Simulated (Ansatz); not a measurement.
**PbS2: density-of-states calculation**

PbS2 (I4/mcm, 6 atoms in the cell), computed with DFT HSE06 form with exact-exchange fraction 0.3, scalar-relativistic, plane waves, PAW, no spin polarisation (Ansatz 0.2.0).

The structure derives from a Materials Project entry. Figures and captions count atoms from 1; the log counts them from 0 in places.

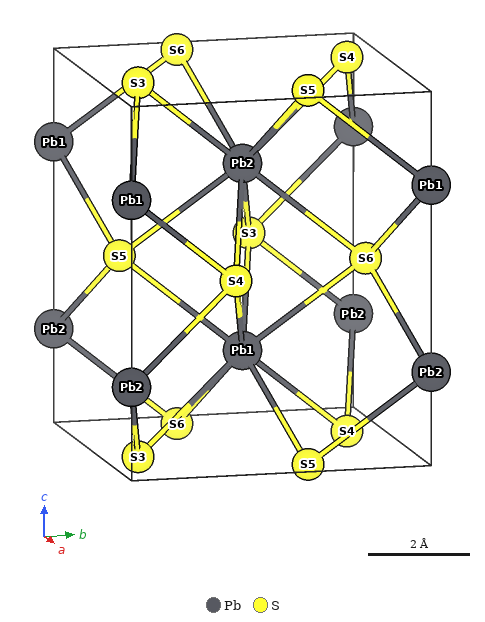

Fig. 1: The input geometry (ball-and-stick view of the cell 2 times as large as that of the calculation, set on its symmetry axes, seen slightly off an axis; atoms are numbered from 1 in the order of the input). An atom can appear more than once, as a periodic image. Near neighbours in the periodic cell (some may lie outside the picture): Pb has 8 S at 3.09 Å; S has 4 Pb at 3.09 Å and 1 S at 2.09 Å.

Key numbers

```json
{"quantity": "outcome", "value": "converged"}
{"quantity": "space group (tolerance 0.01 Å)", "value": "I4/mcm (140)"}
{"quantity": "electrons treated", "value": "52"}
{"quantity": "free energy", "value": "−27433.9202 eV"}
{"quantity": "Fermi energy", "value": "8.291 eV"}
{"quantity": "gap on the k-point mesh", "value": "0.69 eV"}
{"quantity": "pressure", "value": "−0.75 GPa"}
{"quantity": "largest force (length of the vector)", "value": "0.294 eV/Å"}
{"quantity": "hardware", "value": "4 threads of Arm Neoverse V1, 24 GiB of memory available, shared host"}
{"quantity": "wall time", "value": "32 s (CPU time 1.8 min)"}
{"quantity": "peak memory", "value": "2.1 GiB"}
```

Remarks

The program warns: the exchange loop's threshold is looser than advised for the stress; the SCF threshold is looser than advised for the printed stress. Spin–orbit coupling is left out, which matters for Pb.

Input file
```yaml
crystal:
  lattice:
    - [-3.0719071189, 3.0719071189, 3.784125055]
    - [3.0719071189, -3.0719071189, 3.784125055]
    - [3.0719071189, 3.0719071189, -3.784125055]
  atoms:
    - { symbol: Pb, position: [0.75, 0.75, 0.0] }
    - { symbol: Pb, position: [0.25, 0.25, 0.0] }
    - { symbol: S, position: [0.1202782817, 0.6202782817, 0.7405565634] }
    - { symbol: S, position: [0.8797217183, 0.3797217183, 0.2594434366] }
    - { symbol: S, position: [0.6202782817, 0.8797217183, 0.5] }
    - { symbol: S, position: [0.3797217183, 0.1202782817, 0.5] }
basis:
  ecutwfc: 420
  ecutrho_ratio: 4
kpoints:
  mp_grid: { grid: [4, 4, 4] }
hamiltonian:
  xc: { preset: hse06, exx: { coeff: 0.3, omega: 0.20787 } }
scf:
  occupations: { method: gaussian, width: 0.05 }
  n_extra_bands: 15
output:
  forces: true
  stress: true
  eigenvalues: true
  populations: true
  dos: { projected: true, de: 0.02 }
  write_density: true
  write_potential: true
  elf: true
  volumetric_format: npy
```

Launch command:
```bash
ansatz run input.yaml --threads 4 --pin off --max-ram 8192MiB --backend cpu --events-out ev --progress --plain --runs-dir out
```

What the program printed
```
Warning: output.stress: scf.convergence.dr2_threshold = 1e-7 eV (the SCF's general default) is looser than the 6e-10 eV advised for a printed stress (1e-10 eV for each atom of the cell: 6). What an SCF threshold leaves in a stress goes as its square root, and in the free energy as the threshold itself, and one threshold admits the most on a small cell: of the crystals measured, under no hybrid functional and no lock of the moments, on runs that ended without the residual-converged pass, on stresses that held no estimate of that error, the worst erred by over 100 MPa in a component at 1e-7 eV an atom and by under 5 at 1e-10. Set scf.convergence.dr2_threshold to 6e-10 eV or tighter. The threshold is an SCF's pass mark: one that does not reach it within its budget of iterations ends unconverged, or closes short of it on a stop that the run arms, and scf.convergence.dr2_threshold's page says what that costs each kind of run
Warning: output.stress: scf.exx.energy_threshold = 1e-6 eV is looser than the 6e-8 eV advised for a stress under a hybrid functional (1e-8 eV for each atom of the cell: 6). Every SCF of the exchange loop can meet its threshold on dr2 while the loop round them stops early: no threshold on dr2 bounds what that leaves in the stress. Set scf.exx.energy_threshold to 6e-8 eV or tighter. The threshold is the loop's pass mark: a loop that does not reach it within its budget of cycles ends unconverged, and scf.exx.energy_threshold's page has the law
scf.n_extra_bands = 15 over 26 filled bands (N_el = 52.0): the run solves 41 bands
Engine: ansatz 0.2.0, aarch64-unknown-linux-gnu
Pseudopotentials: kind: paw
Pseudopotential: Pb, paw, valence charge 14, recommended cutoff 420 eV (normal), Pb.paw.azcp
Pseudopotential: S, paw, valence charge 6, recommended cutoff 420 eV (normal), S.paw.azcp
Functional definition: unnamed
  parameter a_1 = 0.3
  parameter omega_1 = 0.20787/angstrom
  exchange = pbe_x + (-a_1)*pbe_x_sr(omega_1) + a_1*exact_x_sr(omega_1)
  correlation = pbe_c
Crystal: 6 atoms, lattice volume = 142.837 Å³
Basis set: ecut = 420 eV, 2805 PW (Γ), exchange–correlation on 80×80×80 points (8 copies of the dense FFT grid, shifted against one another)
Bands: 41, of which v1, the nominal top of the filled ones, is band 26 counted from 1 (25 counted from 0)
Symmetry: 16 space group operations
Space group: I4/mcm (ITA 140), of the structure as read, at distance tolerance 5.2e-5 Å
k-points: 13 of 64
Non-local potential: Pb, projectors of the file, l = 0: 2, l = 1: 2, l = 2: 2, l = 3: 2
Non-local potential: S, projectors of the file, l = 0: 2, l = 1: 2, l = 2: 2
PAW form: soft (Blöchl's): semilocal exchange-correlation on the pseudo side does not see the compensation charge
PAW frozen core: Pb, regenerated for the run's functional, and the local potential with it (the file was generated under x = pbe(κ = 0.804, μ = 0.2195149727645171), c = pbe(β = 0.06672455060314922))
PAW frozen core: S, regenerated for the run's functional, and the local potential with it (the file was generated under x = pbe(κ = 0.804, μ = 0.2195149727645171), c = pbe(β = 0.06672455060314922))
PAW one-centre angular grid: Pb, 590 points (default); XC on 64 Gauss nodes
PAW one-centre angular grid: S, 110 points (default); XC on 64 Gauss nodes
Initial density: superposition of atomic densities (neutral atoms: chi_scale 0, normalization atom), corrected by the library's trained network
Initial wavefunctions: pseudopotential atomic-orbital guess
Functional: x = pbe(κ = 0.804, μ = 0.2195149727645171), c = pbe(β = 0.06672455060314922), warm-up for x = pbe(κ = 0.804, μ = 0.2195149727645171) + 0.3 (exact − pbe) at short range (hse, ω = 0.20787 Å⁻¹), c = pbe(β = 0.06672455060314922)
SCF iter   1: F=—  HF=-27422.828521 eV  |F-HF|=—  |Δ(HF+E_count)|=         —  Δρ=1.93e-3  dr2=4.44e-3  ethr=1.77e-3  ⟨swp⟩=13.7  Hψ=2820  notcnv=0
preconditioner: auto → none  [insulator: Δε(μ)=0.340 eV  Ē_g=15.655 eV  σ=0.050 eV  W_gap=0.54  n_scr=26 (ndim 8)  ℏωp=22.4 eV  f_vac=0.000  D(μ)=1.12/eV (n_scr^D=0)]
SCF iter   2: F=—  HF=-27422.829628 eV  |F-HF|=—  |Δ(HF+E_count)|=   1.11e-3  Δρ=9.24e-4  dr2=9.34e-4  ethr=8.55e-6  ⟨swp⟩=5.2  Hψ=1263  notcnv=0  defer=4
iter 3 solved again at ethr=2.44e-8 eV; its pass at ethr=1.80e-6 eV (dr2=1.27e-5 eV) is discarded
SCF iter   3: F=—  HF=-27422.830285 eV  |F-HF|=—  |Δ(HF+E_count)|=   6.57e-4  Δρ=1.09e-4  dr2=1.37e-5  ethr=2.44e-8  ⟨swp⟩=4.6  Hψ=2223  notcnv=0
SCF iter   4: F=—  HF=-27422.830290 eV  |F-HF|=—  |Δ(HF+E_count)|=   5.62e-6  Δρ=3.60e-5  dr2=1.93e-6  ethr=2.44e-8  ⟨swp⟩=3.6  Hψ=1065  notcnv=0
SCF iter   5: F=—  HF=-27422.830291 eV  |F-HF|=—  |Δ(HF+E_count)|=   4.24e-7  Δρ=1.27e-5  dr2=2.58e-7  ethr=3.71e-9  ⟨swp⟩=3.2  Hψ=934  notcnv=0
SCF iter   6: F=—  HF=-27422.830291 eV  |F-HF|=—  |Δ(HF+E_count)|=   5.42e-8  Δρ=2.18e-6  dr2=6.21e-9  ethr=4.96e-10  ⟨swp⟩=4.1  Hψ=1068  notcnv=0
SCF iter   7: F=-27422.830291 eV  HF=-27422.830291 eV  |F-HF|=2.18e-11  |Δ(HF+E_count)|=   5.19e-9  Δρ=3.34e-7  dr2=1.56e-10  ethr=1.19e-11  ⟨swp⟩=4.2  Hψ=1151  notcnv=0
SCF 1 converged in 7 iterations: F = -27422.830291 eV  dr2 = 1.56e-10
  greatest PAW one-centre occupation: 0.981 electrons in one spin orbital (limit 2), on the Pb atom at site 1 (counted from 0), in its partial waves of l = 2
Initial density: handed on by an earlier stage of this run
Initial wavefunctions: those handed on with the density
Functional: x = pbe(κ = 0.804, μ = 0.2195149727645171) + 0.3 (exact − pbe) at short range (hse, ω = 0.20787 Å⁻¹), c = pbe(β = 0.06672455060314922)
Exchange kernel: α = 0.3000, screened, ω = 0.2079 Å⁻¹, Wigner–Seitz truncation, v(0) = 1046.5051 eV·Å³, q-mesh 4×4×4, nearest image of the exchange supercell L = 23.05 Å, pair-density grid 24×24×24, without the augmentation charges, whose exchange is taken in its separable form by FFT convolution over the k-point mesh (sized by the pseudopotential files, 32×32×32 at the most), smooth part of the exact exchange by density-matrix convolution
Frozen-core exchange: fock
iter 1 solved again at ethr=8.64e-5 eV; its pass at ethr=1.00e-1 eV (dr2=4.49e-2 eV) is discarded
SCF iter   1: F=—  HF=-27433.913829 eV  |F-HF|=—  |Δ(HF+E_count)|=         —  Δρ=6.68e-3  dr2=5.34e-2  ethr=8.64e-5  ⟨swp⟩=5.0  Hψ=2975  notcnv=0
preconditioner: auto → none  [insulator: Δε(μ)=0.610 eV  Ē_g=17.967 eV  σ=0.050 eV  W_gap=1.00  n_scr=26 (ndim 8)  ℏωp=22.4 eV  f_vac=0.000  D(μ)=0.00/eV (n_scr^D=0)]
SCF iter   2: F=—  HF=-27433.925515 eV  |F-HF|=—  |Δ(HF+E_count)|=   1.17e-2  Δρ=3.43e-3  dr2=1.21e-2  ethr=8.64e-5  ⟨swp⟩=2.8  Hψ=1025  notcnv=0
SCF iter   3: F=—  HF=-27433.921019 eV  |F-HF|=—  |Δ(HF+E_count)|=   4.50e-3  Δρ=6.22e-4  dr2=6.62e-4  ethr=2.32e-5  ⟨swp⟩=3.5  Hψ=1143  notcnv=0
SCF iter   4: F=—  HF=-27433.920825 eV  |F-HF|=—  |Δ(HF+E_count)|=   1.93e-4  Δρ=1.26e-4  dr2=4.10e-5  ethr=1.11e-6  ⟨swp⟩=3.8  Hψ=1093  notcnv=0
SCF iter   5: F=-27433.920812 eV  HF=-27433.920814 eV  |F-HF|=1.78e-6  |Δ(HF+E_count)|=   1.11e-5  Δρ=3.13e-5  dr2=2.39e-6  ethr=7.38e-8  ⟨swp⟩=3.9  Hψ=1212  notcnv=0
SCF 2 stopped early in 5 iterations: F = -27433.920812 eV  dr2 = 2.39e-6
  Residual-converged pass: ⟨swp⟩=4.0  Hψ=1429  notcnv=0  max |occ|·‖R‖ = 6.2e-6 eV (tolerance 6.7e-6 eV)  dr2=2.49e-6  dr2_onsite=1.27e-7  max |Δocc| = 1.2e-27
  greatest PAW one-centre occupation: 0.982 electrons in one spin orbital (limit 2), on the Pb atom at site 1 (counted from 0), in its partial waves of l = 2
hybrid outer 1: dexx = +3.168e-2 eV, tail = 5.52e-5 eV
Exchange kernel: α = 0.3000, screened, ω = 0.2079 Å⁻¹, Wigner–Seitz truncation, v(0) = 1046.5051 eV·Å³, q-mesh 4×4×4, nearest image of the exchange supercell L = 23.05 Å, pair-density grid 24×24×24, without the augmentation charges, whose exchange is taken in its separable form by FFT convolution over the k-point mesh (sized by the pseudopotential files, 32×32×32 at the most), smooth part of the exact exchange by density-matrix convolution
Frozen-core exchange: fock
SCF iter   1: F=—  HF=-27433.920207 eV  |F-HF|=—  |Δ(HF+E_count)|=         —  Δρ=4.38e-5  dr2=2.14e-6  ethr=5.31e-7  ⟨swp⟩=5.8  Hψ=1452  notcnv=0
preconditioner: auto → none  [insulator: Δε(μ)=0.688 eV  Ē_g=17.972 eV  σ=0.050 eV  W_gap=1.00  n_scr=26 (ndim 8)  ℏωp=22.4 eV  f_vac=0.000  D(μ)=0.00/eV (n_scr^D=0)]
SCF iter   2: F=—  HF=-27433.920208 eV  |F-HF|=—  |Δ(HF+E_count)|=   9.18e-7  Δρ=1.97e-5  dr2=3.15e-7  ethr=3.89e-9  ⟨swp⟩=4.3  Hψ=1306  notcnv=0  defer=2
SCF iter   3: F=—  HF=-27433.920208 eV  |F-HF|=—  |Δ(HF+E_count)|=   1.16e-8  Δρ=5.35e-6  dr2=2.07e-8  ethr=5.90e-10  ⟨swp⟩=4.6  Hψ=1132  notcnv=0  defer=2
SCF iter   4: F=—  HF=-27433.920208 eV  |F-HF|=—  |Δ(HF+E_count)|=  5.93e-10  Δρ=1.66e-6  dr2=1.94e-9  ethr=3.89e-11  ⟨swp⟩=5.0  Hψ=1443  notcnv=0  defer=5
SCF iter   5: F=-27433.920208 eV  HF=-27433.920208 eV  |F-HF|=3.27e-11  |Δ(HF+E_count)|=  9.09e-11  Δρ=4.36e-7  dr2=1.06e-10  ethr=3.51e-12  ⟨swp⟩=4.2  Hψ=977  notcnv=0  defer=21
SCF 3 converged in 5 iterations: F = -27433.920208 eV  dr2 = 1.06e-10
  Residual-converged pass: ⟨swp⟩=4.0  Hψ=1278  notcnv=0  max |occ|·‖R‖ = 2.5e-7 eV (tolerance 2.7e-7 eV)  dr2=1.09e-10  dr2_onsite=1.27e-11  max |Δocc| = 1.3e-30
```

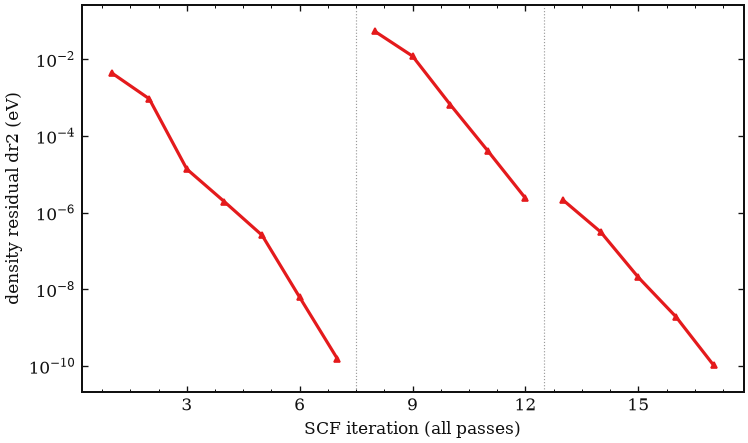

Fig. 2: Convergence of the self-consistent field: density residual dr2 against the SCF iteration. The run starts with a semilocal functional; after that each stretch between dotted lines is one SCF of the hybrid functional between two exact rebuilds of the exchange operator by the outer loop. Early passes are stopped at a loose threshold. The passes take 7, 5 and 5 iterations.

```
hybrid outer 2: dexx = +9.532e-7 eV, tail = 1.93e-8 eV, Δε = 2.15e-3 eV (about 4.85e-5 eV left of the loop's levels), ΔF = 2.81e-3 eV/Å (tail 4.63e-4)
hybrid SCF converged: 2 outer / 10 inner (+7 warm-up), last move |dexx| = 9.53e-7 eV, tail = 1.93e-8 eV
Stability not checked: this state was not tested for a lower state beside it, because the functional holds exact exchange (a hybrid, or Hartree-Fock), whose exchange loop this test does not read (fock_operator; see scf.lower_state_search)
Free energy (F): -27433.920207 eV
Frozen-core exchange: fock
Harris-Foulkes:  -27433.920207 eV  (|F-HF|=3.27e-11)
Internal energy: -27433.920207 eV  (E = F + TS)
E sigma→0 (E₀):  -27433.920207 eV
Fermi energy:    8.290663 eV
--- Per-component energies (eV) ---
  E_band       = -208.730789
  E_kinetic    = 995.881113
  E_local      = -2692.267917  (includes V_loc(G=0)·N_el)
  E_nonlocal   = 813.860410
  E_hartree    = 1031.117470
  E_xc         = -630.166135
  E_vxc        = -468.199568  (∫ρ·V_xc dr)
  E_exx        = -128.917048  (= α·E_x^exact, valence–valence)
  E_paw        = -23291.174169  (= ΣΔE_a)
  E_vpaw       = -662.406629  (= ΣTr[D̂ρ^β])
  E_aug_tail   = 0.000105  (compensation charges beyond the density's cutoff)
  E_ewald      = -3532.596203
  E_core_change = 0.342169  (= ΣΔE_core)
  E_smearing   = -0.000000  (= −TS)
  E_closure    = -0.000001  (closes the sum)
  Σ components = -27433.920207   (vs F -27433.920207, Δ=-3.64e-12)
--- Forces (eV/Å), atoms counted from 1 ---
  atom   1  Pb    -0.00000000    -0.00000000    -0.00000000
  atom   2  Pb     0.00000000    -0.00000000     0.00000000
  atom   3  S     -0.20790746    -0.20790746     0.00000000
  atom   4  S      0.20790746     0.20790746     0.00000000
  atom   5  S      0.20790746    -0.20790746    -0.00000000
  atom   6  S     -0.20790746     0.20790746     0.00000000
  max |Σ_I F_I| component: 1.11e-16 eV/Å
--- Stress (GPa, compression-positive) ---
       -1.068306      -0.000000      -0.000000
       -0.000000      -1.068306      -0.000000
       -0.000000      -0.000000      -0.114871
  P = ⅓ Tr σ = -0.7505 GPa (-7.505 kbar)
--- Band table (eV; the first three rows and the last of 13) ---
  k-point 0: bands = ["-11.5476", "-11.5476", "-11.5464", "-11.4976", "-11.4639", "-11.4467", "-11.4467", "-11.4461", "-11.4239", "-11.3986", "-9.7460", "-8.5986", "-4.6557", "-4.6557", "-1.7649", "-0.1976", "2.0728", "2.5762", "2.5762", "2.6211", "3.0174", "3.5289", "4.1008", "4.1008", "4.2799", "7.3050", "11.8423", "11.8423", "11.9297", "11.9297", "12.4877", "12.4877", "12.8650", "13.3669", "13.5433", "14.6647", "16.1361", "17.3830", "17.3830", "18.7116", "19.2000"]
  k-point 1: bands = ["-11.5736", "-11.5431", "-11.5261", "-11.4790", "-11.4581", "-11.4543", "-11.4525", "-11.4460", "-11.4388", "-11.4015", "-9.4996", "-8.7023", "-5.1289", "-4.7971", "-1.3986", "-0.6754", "1.6773", "2.0949", "2.1761", "3.2969", "3.8276", "4.2440", "4.2652", "5.3737", "5.5031", "6.0525", "10.3567", "11.1244", "11.1718", "11.5335", "11.9683", "12.0648", "13.2295", "13.8224", "13.9942", "15.5026", "16.4832", "16.8152", "18.2466", "18.4915", "18.6228"]
  k-point 2: bands = ["-11.5978", "-11.5402", "-11.5027", "-11.4642", "-11.4621", "-11.4618", "-11.4557", "-11.4487", "-11.4450", "-11.4028", "-9.1921", "-8.7907", "-5.7377", "-4.9328", "-1.0264", "-0.5768", "1.6276", "1.7123", "2.3878", "2.4663", "4.2185", "4.7151", "4.7418", "6.0314", "6.1479", "7.3455", "9.7643", "9.8010", "10.7717", "11.2854", "11.3822", "11.5614", "12.4243", "14.3079", "14.3091", "15.1951", "15.8948", "17.1402", "17.1414", "18.4130", "18.8399"]
  k-point 12: bands = ["-11.5323", "-11.5189", "-11.5090", "-11.5090", "-11.4763", "-11.4594", "-11.4594", "-11.4365", "-11.4288", "-11.4180", "-9.2892", "-8.7181", "-5.0305", "-5.0305", "-2.1313", "-2.1168", "1.6001", "2.2648", "2.8785", "2.8785", "4.4107", "4.8573", "6.0408", "6.0408", "7.3890", "7.9494", "10.0897", "10.2440", "10.2440", "11.1929", "11.1929", "11.9352", "12.5394", "12.5394", "13.2039", "13.8712", "16.6540", "16.6540", "16.7295", "18.5966", "18.7591"]
--- Löwdin populations: 6 sites ---
  site symbol       q [e]
     0     Pb     13.3860
     1     Pb     13.3860
     2      S      6.2368
     3      S      6.2368
     4      S      6.2368
     5      S      6.2368
  spilling = 0.005395 (of n_electrons = 52.000000)
```

File populations.tsv
```
# site	symbol	l	j	q
# orbitals = lowdin
# n_electrons = 52.000000
# spilling = 0.005395
0	Pb	0_6S	-	1.954033
0	Pb	1_6P	-	1.434767
0	Pb	2_5D	-	9.997222
1	Pb	0_6S	-	1.954033
1	Pb	1_6P	-	1.434767
1	Pb	2_5D	-	9.997222
2	S	0_3S	-	1.777459
2	S	1_3P	-	4.459391
3	S	0_3S	-	1.777459
3	S	1_3P	-	4.459391
4	S	0_3S	-	1.777459
4	S	1_3P	-	4.459391
5	S	0_3S	-	1.777459
5	S	1_3P	-	4.459391
```

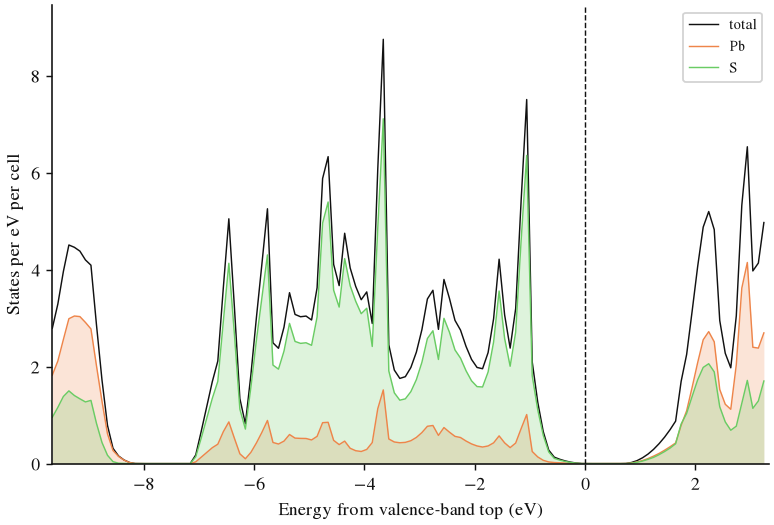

Fig. 3: Density of states (projected on Löwdin-orthogonalised atomic shells), with energies from the valence-band top. There is a gap of 0.69 eV on the k-point mesh.

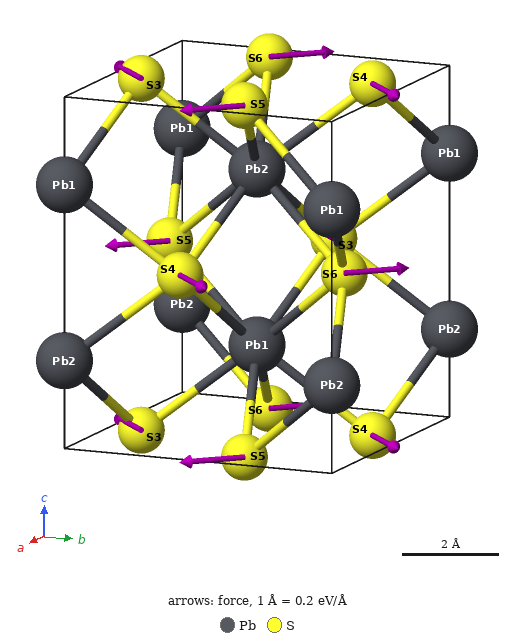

Fig. 4: Forces on the atoms as pink arrows (ball-and-stick view of the cell 2 times as large as that of the calculation, set on its symmetry axes, seen slightly off an axis; atoms are numbered from 1 in the order of the input). The largest act on all 4 S atoms (0.29 eV/Å). The geometry is not a stationary point of this energy.

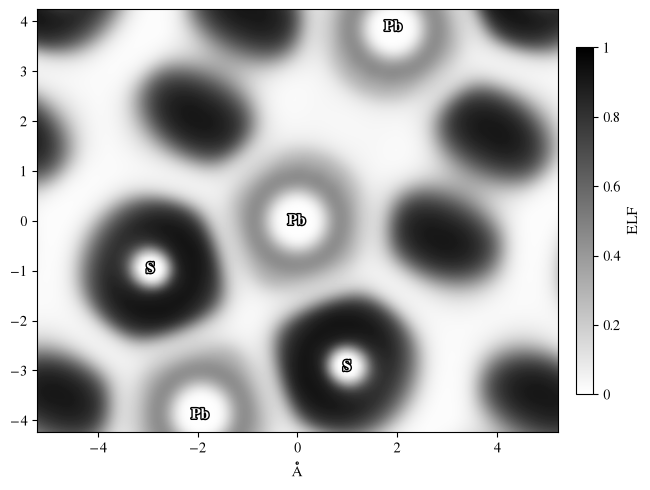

Fig. 5: ELF on the (111) plane of the conventional cell. The section cuts through Pb and S sites. Pb–S (3.09 Å): the ELF peaks at about 0.90 in the valence shell of S, 0.9 Å from its nucleus, and drops to about 0.20 between the two atoms. In a PAW calculation such maps are meaningful between the atoms, not at the nuclei.
